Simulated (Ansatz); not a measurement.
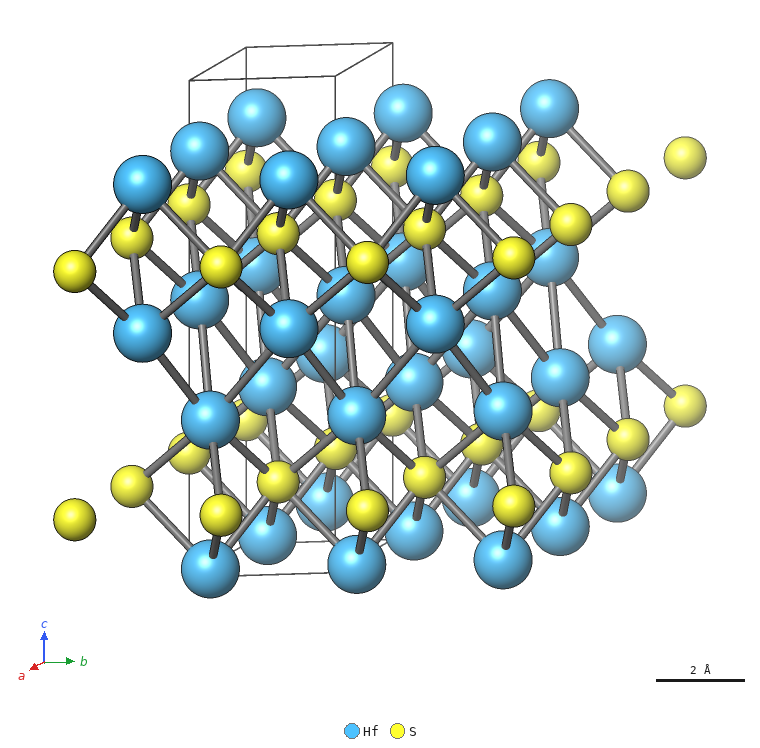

**Figure 1.** The input geometry (ball-and-stick view of the cell of the calculation, repeated 3 × 3 × 1, seen slightly off an axis). An atom can appear more than once, as a periodic image.

**Run report: Hf₂S, geometry relaxation (part 1 of 2)**

Hf₂S (6 atoms in the cell), computed with DFT r2SCAN, scalar-relativistic, plane waves, PAW, no spin polarisation (Ansatz 0.2.0).

The structure derives from a Materials Project entry.

Input
```yaml
crystal:
  lattice:
    - [3.3742737662, 0.0, 0.0]
    - [-1.6871368831, 2.9222068008, 0.0]
    - [0.0, 0.0, 11.71740703]
  atoms:
    - { symbol: Hf, position: [0.66666667, 0.33333333, 0.89981164] }
    - { symbol: Hf, position: [0.33333333, 0.66666667, 0.39981164] }
    - { symbol: Hf, position: [0.66666667, 0.33333333, 0.60018836] }
    - { symbol: Hf, position: [0.33333333, 0.66666667, 0.10018836] }
    - { symbol: S, position: [0.0, 0.0, 0.75] }
    - { symbol: S, position: [0.0, 0.0, 0.25] }
basis:
  ecutwfc: 500
kpoints:
  mp_grid: { grid: [12, 12, 4] }
hamiltonian:
  xc: r2scan
scf:
  occupations: { method: gaussian, width: 0.1 }
output:
  forces: true
  stress: true
  eigenvalues: true
  write_density: true
  write_potential: true
  elf: true
  volumetric_format: npy
relax:
  adjacent_minimum: "off"
  f_tol: 0.005
  max_steps: 80
  cell: { stress_tol: 0.05 }
```

Launch command:
```bash
ansatz run input.yaml --threads 2 --pin off --max-ram 5120MiB --backend cpu --events-out ev --progress --plain --runs-dir out
```

The program's output
```
Engine: ansatz 0.2.0, x86_64-unknown-linux-gnu
Pseudopotentials: kind: paw
Pseudopotential: Hf, paw, valence charge 26, recommended cutoff 500 eV (meta_gga), Hf.paw.azcp
Pseudopotential: S, paw, valence charge 6, recommended cutoff 500 eV (meta_gga), S.paw.azcp
Functional definition: r2SCAN
  parameter k0 = 0.174
  parameter k1 = 0.065
  parameter a1 = 4.9479
  exchange = r2scan_x(k0 = k0, k1 = k1, a1 = a1)
  correlation = r2scan_c
Crystal: 6 atoms, lattice volume = 115.537 Å³
Basis set: ecut = 500 eV, 2923 PW (Γ), exchange–correlation on 100×100×360 points (64 copies of the dense FFT grid, shifted against one another)
Bands: 70, of which v1, the nominal top of the filled ones, is band 58 counted from 1 (57 counted from 0)
Symmetry: 24 space group operations
Space group: P63/mmc (ITA 194), of the structure as read, at distance tolerance 4.9e-5 Å
k-points: 57 of 576
Non-local potential: Hf, projectors of the file, l = 0: 3, l = 1: 2, l = 2: 2, l = 3: 3
Non-local potential: S, projectors of the file, l = 0: 2, l = 1: 2, l = 2: 2
PAW form: soft (Blöchl's): semilocal exchange-correlation on the pseudo side does not see the compensation charge
PAW frozen core: Hf, regenerated for the run's functional (the file was generated under x = pbe(κ = 0.804, μ = 0.2195149727645171), c = pbe(β = 0.06672455060314922))
PAW frozen core: S, regenerated for the run's functional (the file was generated under x = pbe(κ = 0.804, μ = 0.2195149727645171), c = pbe(β = 0.06672455060314922))
PAW one-centre angular grid: Hf, 974 points (default); XC on 160 Gauss nodes
PAW one-centre angular grid: S, 302 points (default); XC on 160 Gauss nodes
Initial density: superposition of atomic densities (neutral atoms: chi_scale 0, normalization atom), corrected by the library's trained network
Initial wavefunctions: pseudopotential atomic-orbital guess
Functional: x = r2scan, c = r2scan; τ floored in thin density (d = 2e-4 eV/Å³)
SCF iter   1: F=—  HF=-64750.810096 eV  |F-HF|=—  |Δ(HF+E_count)|=         —  Δρ=9.13e-3  dr2=1.14e-1  dr2_τ=1.14e-1  ethr=1.77e-3  ⟨swp⟩=5.1  Hψ=12961  notcnv=0  defer=12
preconditioner: auto → Kerker (q_TF=auto, 2.730 Å⁻¹)  [metal: Δε(μ)=0.008 eV  Ē_g=17.995 eV  σ=0.100 eV  W_gap=0.05  n_scr=52 (ndim 8)  ℏωp=35.9 eV  f_vac=0.000  D(μ)=2.72/eV (n_scr^D=6)]
SCF iter   2: F=—  HF=-64750.899990 eV  |F-HF|=—  |Δ(HF+E_count)|=   8.99e-2  Δρ=5.39e-3  dr2=5.03e-2  dr2_τ=4.28e-3  ethr=9.80e-5  ⟨swp⟩=2.0  Hψ=8307  notcnv=0  defer=300
SCF iter   3: F=—  HF=-64750.898530 eV  |F-HF|=—  |Δ(HF+E_count)|=   1.46e-3  Δρ=4.09e-3  dr2=3.42e-2  dr2_τ=7.08e-4  ethr=4.33e-5  ⟨swp⟩=2.0  Hψ=5286  notcnv=0  defer=300
SCF iter   4: F=—  HF=-64750.899371 eV  |F-HF|=—  |Δ(HF+E_count)|=   8.41e-4  Δρ=9.65e-4  dr2=4.70e-3  dr2_τ=9.06e-5  ethr=2.94e-5  ⟨swp⟩=2.0  Hψ=6084  notcnv=0  defer=300
SCF iter   5: F=—  HF=-64750.898975 eV  |F-HF|=—  |Δ(HF+E_count)|=   3.96e-4  Δρ=3.62e-4  dr2=6.74e-4  dr2_τ=7.38e-6  ethr=4.05e-6  ⟨swp⟩=2.0  Hψ=4351  notcnv=0  defer=300
SCF iter   6: F=—  HF=-64750.898912 eV  |F-HF|=—  |Δ(HF+E_count)|=   6.28e-5  Δρ=9.85e-5  dr2=1.88e-5  dr2_τ=3.57e-7  ethr=5.81e-7  ⟨swp⟩=2.0  Hψ=6085  notcnv=0  defer=300
SCF iter   7: F=—  HF=-64750.898912 eV  |F-HF|=—  |Δ(HF+E_count)|=   7.36e-8  Δρ=2.91e-5  dr2=1.20e-6  dr2_τ=2.76e-8  ethr=1.62e-8  ⟨swp⟩=2.0  Hψ=6692  notcnv=0  defer=300
SCF iter   8: F=-64750.898913 eV  HF=-64750.898913 eV  |F-HF|=1.20e-8  |Δ(HF+E_count)|=   7.66e-7  Δρ=8.24e-6  dr2=9.90e-8  dr2_τ=3.81e-9  ethr=8.62e-11  ⟨swp⟩=11.5  Hψ=31674  notcnv=0
SCF 1 converged in 8 iterations: F = -64750.898913 eV  dr2 = 9.90e-8
  greatest PAW one-centre occupation: 0.998 electrons in one spin orbital (limit 2), on the Hf atom at site 2 (counted from 0), in its partial waves of l = 3
relax step   1: F+E_penalty+E_count = -64750.89891306 eV  Δ(F+E_penalty+E_count) = +0.000e0 eV  max|allowed force component| = 1.531e-2 eV/Å  Δτ_max = 0.0000 Å  P = +0.891 GPa  Ω = 115.537 Å³  (8 SCF iters, dr2 threshold 1.00e-7 eV, accepted)
Crystal: 6 atoms, lattice volume = 119.097 Å³
Basis set: ecut = 500 eV, 3031 PW (Γ), exchange–correlation on 100×100×360 points (64 copies of the dense FFT grid, shifted against one another)
Initial density: handed on by an earlier stage of this run
Initial wavefunctions: those handed on with the density
iter 1 solved again at ethr=1.26e-4 eV; its pass at ethr=3.10e-3 eV (dr2=1.46e-1 eV) is discarded
SCF iter   1: F=—  HF=-64750.660764 eV  |F-HF|=—  |Δ(HF+E_count)|=         —  Δρ=5.06e-3  dr2=1.45e-1  dr2_τ=3.45e-1  ethr=1.26e-4  ⟨swp⟩=1.5  Hψ=17977  notcnv=0
preconditioner: auto → Kerker (q_TF=auto, 2.716 Å⁻¹)  [metal: Δε(μ)=0.003 eV  Ē_g=17.795 eV  σ=0.100 eV  W_gap=0.02  n_scr=52 (ndim 8)  ℏωp=35.4 eV  f_vac=0.000  D(μ)=2.46/eV (n_scr^D=6)]
SCF iter   2: F=—  HF=-64750.862370 eV  |F-HF|=—  |Δ(HF+E_count)|=   2.02e-1  Δρ=2.97e-3  dr2=5.43e-2  dr2_τ=2.81e-4  ethr=1.25e-4  ⟨swp⟩=2.1  Hψ=7604  notcnv=0
SCF iter   3: F=—  HF=-64750.853748 eV  |F-HF|=—  |Δ(HF+E_count)|=   8.62e-3  Δρ=1.17e-3  dr2=9.77e-3  dr2_τ=1.23e-4  ethr=4.68e-5  ⟨swp⟩=2.0  Hψ=5055  notcnv=0
SCF iter   4: F=—  HF=-64750.852069 eV  |F-HF|=—  |Δ(HF+E_count)|=   1.68e-3  Δρ=7.68e-4  dr2=1.74e-3  dr2_τ=5.95e-5  ethr=8.42e-6  ⟨swp⟩=2.0  Hψ=6270  notcnv=0
SCF iter   5: F=—  HF=-64750.851682 eV  |F-HF|=—  |Δ(HF+E_count)|=   3.87e-4  Δρ=4.58e-4  dr2=2.15e-4  dr2_τ=1.73e-5  ethr=1.50e-6  ⟨swp⟩=2.0  Hψ=6274  notcnv=0
SCF iter   6: F=—  HF=-64750.851741 eV  |F-HF|=—  |Δ(HF+E_count)|=   5.81e-5  Δρ=9.33e-5  dr2=1.18e-5  dr2_τ=1.68e-6  ethr=1.86e-7  ⟨swp⟩=2.0  Hψ=6502  notcnv=0
SCF iter   7: F=—  HF=-64750.851751 eV  |F-HF|=—  |Δ(HF+E_count)|=   1.02e-5  Δρ=3.84e-5  dr2=2.17e-6  dr2_τ=8.20e-8  ethr=1.01e-8  ⟨swp⟩=2.0  Hψ=7303  notcnv=0
SCF iter   8: F=-64750.851751 eV  HF=-64750.851751 eV  |F-HF|=1.37e-7  |Δ(HF+E_count)|=   9.08e-8  Δρ=1.37e-5  dr2=2.91e-7  dr2_τ=1.40e-8  ethr=5.17e-10  ⟨swp⟩=12.1  Hψ=37361  notcnv=0
the search or the solves at the SCF's close seem to have found levels that the self-consistency loop had missed (the run counts 1). By its estimate they hold under 1e-12 electrons; where the run keeps them, the occupations were computed again with them
SCF 2 converged in 8 iterations: F = -64750.851751 eV  dr2 = 2.91e-7
relax step   2: F+E_penalty+E_count = -64750.85175069 eV  Δ(F+E_penalty+E_count) = +4.716e-2 eV  max|allowed force component| = 3.469e-1 eV/Å  Δτ_max = 0.0280 Å  P = -3.243 GPa  Ω = 119.097 Å³  energy of the carried Pulay correction = -4.213e-4 eV  (8 SCF iters, dr2 threshold 6.00e-7 eV, rejected (line search))
Crystal: 6 atoms, lattice volume = 116.198 Å³
Basis set: ecut = 500 eV, 2935 PW (Γ), exchange–correlation on 100×100×360 points (64 copies of the dense FFT grid, shifted against one another)
iter 1 solved again at ethr=7.23e-5 eV; its pass at ethr=3.10e-3 eV (dr2=8.38e-2 eV) is discarded
SCF iter   1: F=—  HF=-64750.739082 eV  |F-HF|=—  |Δ(HF+E_count)|=         —  Δρ=4.06e-3  dr2=8.48e-2  dr2_τ=2.54e-1  ethr=7.23e-5  ⟨swp⟩=1.4  Hψ=17678  notcnv=0
preconditioner: auto → Kerker (q_TF=auto, 2.728 Å⁻¹)  [metal: Δε(μ)=0.037 eV  Ē_g=17.767 eV  σ=0.100 eV  W_gap=0.20  n_scr=52 (ndim 8)  ℏωp=35.8 eV  f_vac=0.000  D(μ)=2.51/eV (n_scr^D=6)]
SCF iter   2: F=—  HF=-64750.908825 eV  |F-HF|=—  |Δ(HF+E_count)|=   1.70e-1  Δρ=2.61e-3  dr2=4.01e-2  dr2_τ=1.61e-4  ethr=7.23e-5  ⟨swp⟩=2.0  Hψ=7950  notcnv=0
SCF iter   3: F=—  HF=-64750.901678 eV  |F-HF|=—  |Δ(HF+E_count)|=   7.15e-3  Δρ=1.06e-3  dr2=4.84e-3  dr2_τ=2.60e-4  ethr=3.46e-5  ⟨swp⟩=2.3  Hψ=5937  notcnv=0
SCF iter   4: F=—  HF=-64750.900646 eV  |F-HF|=—  |Δ(HF+E_count)|=   1.03e-3  Δρ=7.55e-4  dr2=1.13e-3  dr2_τ=7.23e-5  ethr=4.17e-6  ⟨swp⟩=2.0  Hψ=6271  notcnv=0
SCF iter   5: F=—  HF=-64750.900651 eV  |F-HF|=—  |Δ(HF+E_count)|=   4.53e-6  Δρ=3.73e-4  dr2=1.66e-4  dr2_τ=1.43e-5  ethr=9.72e-7  ⟨swp⟩=2.0  Hψ=6270  notcnv=0
SCF iter   6: F=—  HF=-64750.900684 eV  |F-HF|=—  |Δ(HF+E_count)|=   3.29e-5  Δρ=1.09e-4  dr2=1.36e-5  dr2_τ=6.20e-7  ethr=1.43e-7  ⟨swp⟩=2.0  Hψ=6507  notcnv=0
SCF iter   7: F=—  HF=-64750.900693 eV  |F-HF|=—  |Δ(HF+E_count)|=   9.38e-6  Δρ=2.99e-5  dr2=1.52e-6  dr2_τ=5.01e-8  ethr=1.18e-8  ⟨swp⟩=2.0  Hψ=7297  notcnv=0
SCF iter   8: F=—  HF=-64750.900678 eV  |F-HF|=—  |Δ(HF+E_count)|=   1.53e-5  Δρ=1.06e-5  dr2=1.65e-7  dr2_τ=6.23e-9  ethr=1.31e-9  ⟨swp⟩=2.0  Hψ=7290  notcnv=0
SCF iter   9: F=—  HF=-64750.900678 eV  |F-HF|=—  |Δ(HF+E_count)|=   1.81e-8  Δρ=2.75e-6  dr2=6.16e-9  dr2_τ=2.30e-9  ethr=1.42e-10  ⟨swp⟩=2.0  Hψ=7298  notcnv=0
SCF iter  10: F=—  HF=-64750.900678 eV  |F-HF|=—  |Δ(HF+E_count)|=   2.94e-9  Δρ=8.28e-7  dr2=7.36e-10  dr2_τ=4.09e-11  ethr=5.31e-12  ⟨swp⟩=2.0  Hψ=7296  notcnv=0
SCF iter  11: F=—  HF=-64750.900678 eV  |F-HF|=—  |Δ(HF+E_count)|=  2.04e-10  Δρ=2.19e-7  dr2=5.55e-11  dr2_τ=9.25e-12  ethr=1.00e-12  ⟨swp⟩=5.0  Hψ=21896  notcnv=0
SCF iter  12: F=-64750.900678 eV  HF=-64750.900678 eV  |F-HF|=7.28e-12  |Δ(HF+E_count)|=  1.46e-11  Δρ=6.04e-8  dr2=5.35e-12  dr2_τ=1.30e-13  ethr=1.00e-12  ⟨swp⟩=5.3  Hψ=17703  notcnv=0
SCF 3 converged in 12 iterations: F = -64750.900678 eV  dr2 = 5.35e-12
relax step   3: F+E_penalty+E_count = -64750.90067779 eV  Δ(F+E_penalty+E_count) = -1.765e-3 eV  max|allowed force component| = 2.733e-2 eV/Å  Δτ_max = 0.0032 Å  P = +0.091 GPa  Ω = 116.198 Å³  energy of the carried Pulay correction = -7.913e-5 eV  (12 SCF iters, accepted)
Crystal: 6 atoms, lattice volume = 116.247 Å³
iter 1 solved again at ethr=3.36e-8 eV; its pass at ethr=3.10e-3 eV (dr2=3.90e-5 eV) is discarded
SCF iter   1: F=—  HF=-64750.900595 eV  |F-HF|=—  |Δ(HF+E_count)|=         —  Δρ=1.56e-4  dr2=3.78e-5  dr2_τ=4.23e-4  ethr=3.36e-8  ⟨swp⟩=2.0  Hψ=16590  notcnv=0
preconditioner: auto → Kerker (q_TF=auto, 2.727 Å⁻¹)  [metal: Δε(μ)=0.009 eV  Ē_g=17.775 eV  σ=0.100 eV  W_gap=0.05  n_scr=52 (ndim 8)  ℏωp=35.8 eV  f_vac=0.000  D(μ)=2.67/eV (n_scr^D=6)]
SCF iter   2: F=—  HF=-64750.900815 eV  |F-HF|=—  |Δ(HF+E_count)|=   2.20e-4  Δρ=8.05e-5  dr2=1.31e-5  dr2_τ=2.85e-7  ethr=3.26e-8  ⟨swp⟩=2.0  Hψ=7299  notcnv=0
SCF iter   3: F=—  HF=-64750.900813 eV  |F-HF|=—  |Δ(HF+E_count)|=   1.61e-6  Δρ=2.77e-5  dr2=2.58e-6  dr2_τ=9.10e-8  ethr=1.13e-8  ⟨swp⟩=2.0  Hψ=4509  notcnv=0
SCF iter   4: F=—  HF=-64750.900813 eV  |F-HF|=—  |Δ(HF+E_count)|=   4.01e-7  Δρ=1.56e-5  dr2=4.25e-7  dr2_τ=2.19e-8  ethr=2.22e-9  ⟨swp⟩=2.0  Hψ=4497  notcnv=0
SCF iter   5: F=-64750.900812 eV  HF=-64750.900813 eV  |F-HF|=6.69e-8  |Δ(HF+E_count)|=   1.90e-8  Δρ=5.28e-6  dr2=3.51e-8  dr2_τ=2.98e-9  ethr=7.89e-11  ⟨swp⟩=7.5  Hψ=27911  notcnv=0
SCF 4 converged in 5 iterations: F = -64750.900812 eV  dr2 = 3.51e-8
  greatest PAW one-centre occupation: 0.998 electrons in one spin orbital (limit 2), on the Hf atom at site 3 (counted from 0), in its partial waves of l = 3
relax step   4: F+E_penalty+E_count = -64750.90081250 eV  Δ(F+E_penalty+E_count) = -1.347e-4 eV  max|allowed force component| = 1.511e-2 eV/Å  Δτ_max = 0.0011 Å  P = +0.023 GPa  Ω = 116.247 Å³  energy of the carried Pulay correction = -8.496e-5 eV  (5 SCF iters, dr2 threshold 9.15e-8 eV, accepted)
Crystal: 6 atoms, lattice volume = 116.261 Å³
iter 1 solved again at ethr=6.10e-8 eV; its pass at ethr=3.10e-3 eV (dr2=7.07e-5 eV) is discarded
SCF iter   1: F=—  HF=-64750.900622 eV  |F-HF|=—  |Δ(HF+E_count)|=         —  Δρ=1.64e-4  dr2=6.77e-5  dr2_τ=4.96e-4  ethr=6.10e-8  ⟨swp⟩=2.0  Hψ=13655  notcnv=0
preconditioner: auto → Kerker (q_TF=auto, 2.727 Å⁻¹)  [metal: Δε(μ)=0.004 eV  Ē_g=17.774 eV  σ=0.100 eV  W_gap=0.02  n_scr=52 (ndim 8)  ℏωp=35.8 eV  f_vac=0.000  D(μ)=2.69/eV (n_scr^D=6)]
SCF iter   2: F=—  HF=-64750.900872 eV  |F-HF|=—  |Δ(HF+E_count)|=   2.49e-4  Δρ=9.07e-5  dr2=2.64e-5  dr2_τ=2.34e-7  ethr=5.84e-8  ⟨swp⟩=2.0  Hψ=7298  notcnv=0
SCF iter   3: F=—  HF=-64750.900866 eV  |F-HF|=—  |Δ(HF+E_count)|=   5.23e-6  Δρ=3.31e-5  dr2=4.32e-6  dr2_τ=1.29e-7  ethr=2.28e-8  ⟨swp⟩=2.0  Hψ=4544  notcnv=0
SCF iter   4: F=—  HF=-64750.900854 eV  |F-HF|=—  |Δ(HF+E_count)|=   1.22e-5  Δρ=2.27e-5  dr2=1.01e-6  dr2_τ=4.30e-8  ethr=3.72e-9  ⟨swp⟩=2.0  Hψ=6270  notcnv=0
SCF iter   5: F=—  HF=-64750.900854 eV  |F-HF|=—  |Δ(HF+E_count)|=   1.06e-7  Δρ=1.45e-5  dr2=2.98e-7  dr2_τ=1.83e-8  ethr=8.67e-10  ⟨swp⟩=2.0  Hψ=6269  notcnv=0
SCF iter   6: F=-64750.900854 eV  HF=-64750.900854 eV  |F-HF|=5.79e-9  |Δ(HF+E_count)|=   1.88e-9  Δρ=3.10e-6  dr2=9.41e-9  dr2_τ=4.51e-10  ethr=1.23e-11  ⟨swp⟩=7.4  Hψ=27803  notcnv=0
SCF 5 converged in 6 iterations: F = -64750.900854 eV  dr2 = 9.41e-9
relax step   5: F+E_penalty+E_count = -64750.90085416 eV  Δ(F+E_penalty+E_count) = -4.166e-5 eV  max|allowed force component| = 4.177e-4 eV/Å  Δτ_max = 0.0012 Å  P = +0.001 GPa  Ω = 116.261 Å³  energy of the carried Pulay correction = -8.671e-5 eV  (6 SCF iters, dr2 threshold 1.43e-8 eV, accepted)
Initial wavefunctions: pseudopotential atomic-orbital guess (no wavefunctions were taken with the density)
iter 1 solved again at ethr=8.10e-8 eV; its pass at ethr=3.10e-3 eV (dr2=9.39e-5 eV) is discarded
SCF iter   1: F=—  HF=-64750.900949 eV  |F-HF|=—  |Δ(HF+E_count)|=         —  Δρ=5.43e-6  dr2=1.11e-8  dr2_τ=2.12e-8  ethr=8.10e-8  ⟨swp⟩=3.4  Hψ=24250  notcnv=0
eigensolver tolerance schedule: the retry pair's looser diagonalisation over-reported the residual by 8452.74 of it (diagonalisation noise at 0.28 of the residual, at the tolerance the schedule requests for it); recorded, not acted on — ethr = c·dr2/N_el stays at c = 1.0e-1
preconditioner: auto → Kerker (q_TF=auto, 2.727 Å⁻¹)  [metal: Δε(μ)=0.005 eV  Ē_g=17.773 eV  σ=0.100 eV  W_gap=0.03  n_scr=52 (ndim 8)  ℏωp=35.8 eV  f_vac=0.000  D(μ)=2.69/eV (n_scr^D=6)]
SCF iter   2: F=—  HF=-64750.900937 eV  |F-HF|=—  |Δ(HF+E_count)|=   1.23e-5  Δρ=3.15e-6  dr2=5.94e-9  dr2_τ=1.45e-9  ethr=9.58e-12  ⟨swp⟩=3.0  Hψ=10420  notcnv=0
SCF iter   3: F=—  HF=-64750.900937 eV  |F-HF|=—  |Δ(HF+E_count)|=   8.06e-9  Δρ=7.76e-7  dr2=8.27e-10  dr2_τ=8.17e-11  ethr=5.12e-12  ⟨swp⟩=2.0  Hψ=6530  notcnv=0
SCF iter   4: F=—  HF=-64750.900937 eV  |F-HF|=—  |Δ(HF+E_count)|=  2.33e-10  Δρ=5.74e-7  dr2=2.46e-10  dr2_τ=5.97e-11  ethr=1.00e-12  ⟨swp⟩=2.0  Hψ=7296  notcnv=0
SCF iter   5: F=—  HF=-64750.900937 eV  |F-HF|=—  |Δ(HF+E_count)|=  2.04e-10  Δρ=2.17e-7  dr2=7.34e-11  dr2_τ=9.37e-12  ethr=1.00e-12  ⟨swp⟩=1.0  Hψ=3990  notcnv=0
SCF iter   6: F=-64750.900937 eV  HF=-64750.900937 eV  |F-HF|=7.28e-12  |Δ(HF+E_count)|=  4.37e-11  Δρ=4.91e-8  dr2=6.23e-12  dr2_τ=2.19e-13  ethr=1.00e-12  ⟨swp⟩=5.8  Hψ=17646  notcnv=0
SCF 6 converged in 6 iterations: F = -64750.900937 eV  dr2 = 6.23e-12
relax step   6: F+E_penalty+E_count = -64750.90093664 eV  Δ(F+E_penalty+E_count) = -8.248e-5 eV  max|allowed force component| = 3.731e-4 eV/Å  Δτ_max = 0.0000 Å  P = +0.002 GPa  Ω = 116.261 Å³  stress off target by 2.61e-3 GPa  SCF on the basis re-selected at this cell (its energy is not comparable with the rows above)  (6 SCF iters)
```

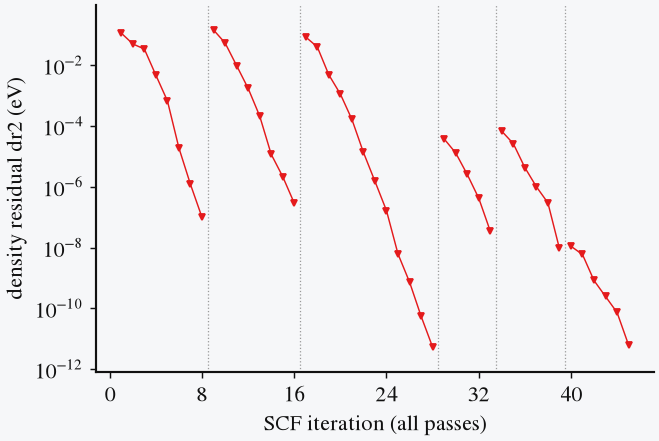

**Figure 2.** Convergence of the self-consistent field: density residual dr2 against the SCF iteration. The dotted lines part the SCF passes of the relaxation: geometry steps, rejected trials and re-solves on a re-selected basis. The 6 passes take 5 to 12 iterations each, 45 in all.
